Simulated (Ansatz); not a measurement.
Read the following structure.

```cif
data_structure
_symmetry_space_group_name_H-M 'P 1'
_symmetry_Int_Tables_number 1
_cell_length_a 2.7480
_cell_length_b 2.7480
_cell_length_c 4.4534
_cell_angle_alpha 90.000
_cell_angle_beta 90.000
_cell_angle_gamma 120.000
_cell_volume 29.13
loop_
_atom_site_label
_atom_site_type_symbol
_atom_site_fract_x
_atom_site_fract_y
_atom_site_fract_z
_atom_site_occupancy
Ir1 Ir 0.33333 0.66667 0.25000 1
Ir2 Ir 0.66667 0.33333 0.75000 1
```

> Say what kind of structure these coordinates give.

The element is iridium. The atoms follow space group P6_3/mmc (No. 194); the Bravais lattice is primitive hexagonal. It adopts the structure known as hexagonal close-packed (Mg type). The cell holds two atoms. Around each Ir lie twelve Ir in an anticuboctahedral arrangement at 2.73 to 2.75 Å. The bonds build a three-dimensional framework.

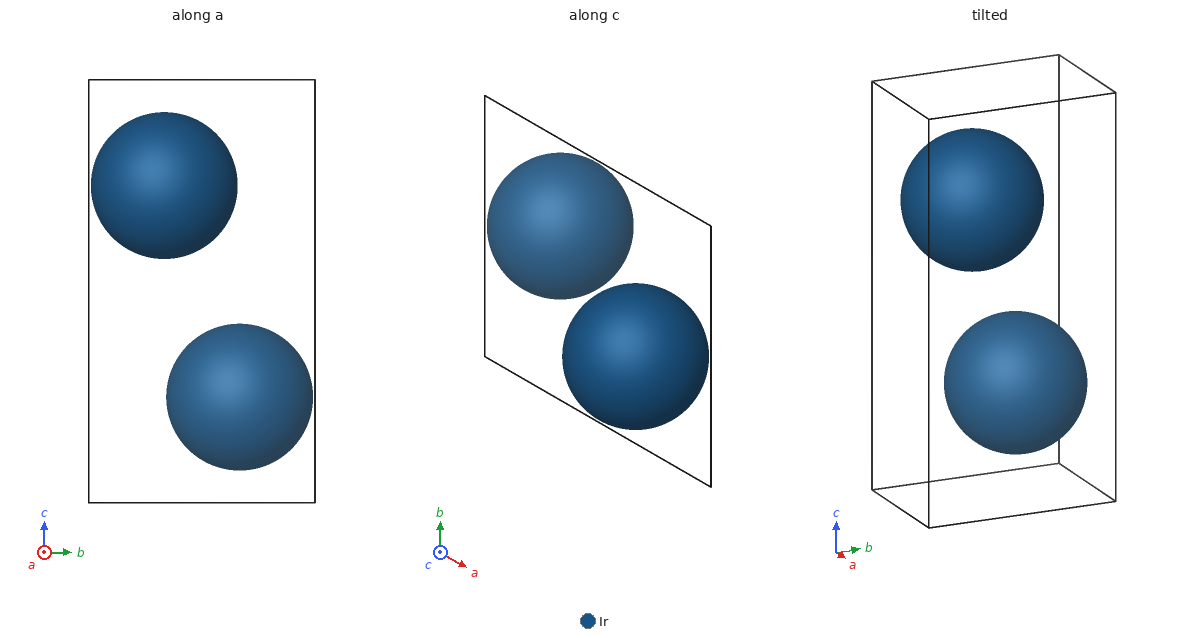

Shown here is a spheres-only view of the crystal, taken along the a axis, along the c axis and slightly off an axis. One conventional unit cell is framed, with atoms on its boundary repeated.

The structure comes from a structure listed in the Materials Project, with elements exchanged, so it need not be a known form of the compound. The picture shows the end point of a geometry optimisation with DFT PBE, scalar-relativistic, plane waves, PAW (Ansatz 0.2.0).
